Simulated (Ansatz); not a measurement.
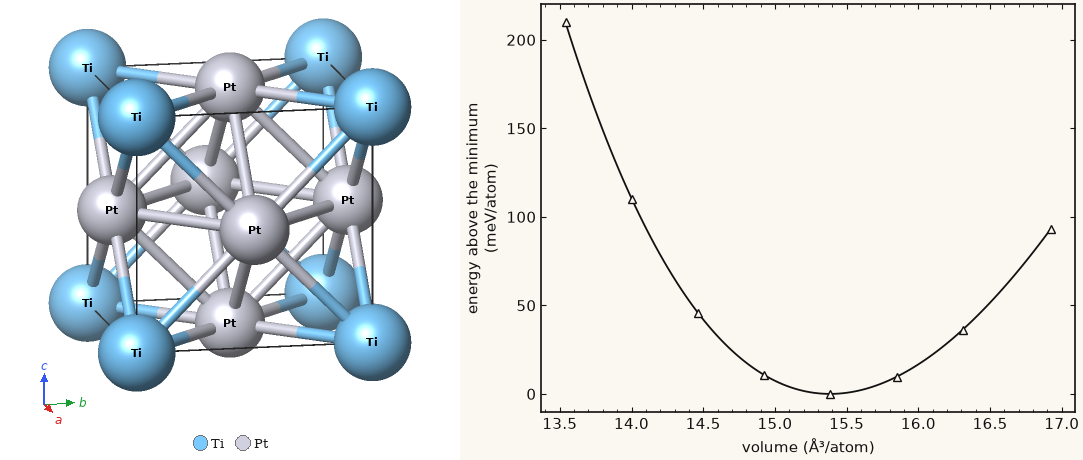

The figure shows the energy above the minimum against volume for TiPt₃, space group Pm-3m (No. 221). The conventional cell is drawn beside the plot.

The given structure:
```yaml
crystal:
  lattice:
    - [3.94818, 0.00000, 0.00000]
    - [0.00000, 3.94818, 0.00000]
    - [0.00000, 0.00000, 3.94818]
  atoms:
    - { symbol: Ti, position: [0.00000, 0.00000, 0.00000] }
    - { symbol: Pt, position: [0.00000, 0.50000, 0.50000] }
    - { symbol: Pt, position: [0.50000, 0.00000, 0.50000] }
    - { symbol: Pt, position: [0.50000, 0.50000, 0.00000] }
```

Calculation (Ansatz 0.2.0): third-order Birch-Murnaghan fit to density functional energies at scaled volumes of the given relaxed cell, shape and atoms relaxed at each volume; energies count from the fitted minimum; plane waves with PAW datasets, Γ-centred k mesh. Level: PBE, no spin polarisation.

wave cutoff 420 eV; k mesh 10×10×10; occupations Gaussian; smearing width 0.1 eV.

From this curve and the settings, what does the calculation give for the pressure at the same points?

The pressure falls from 41.42 GPa at volume 13.540 Å³/atom to −17.63 GPa at 16.925 Å³/atom, and changes sign near 15.38 Å³/atom.

```csv
volume (Å³/atom),pressure (GPa)
13.540,41.42
14.001,28.10
14.463,16.98
14.925,7.71
15.386,-0.04
15.848,-6.49
16.309,-11.86
16.925,-17.63
```
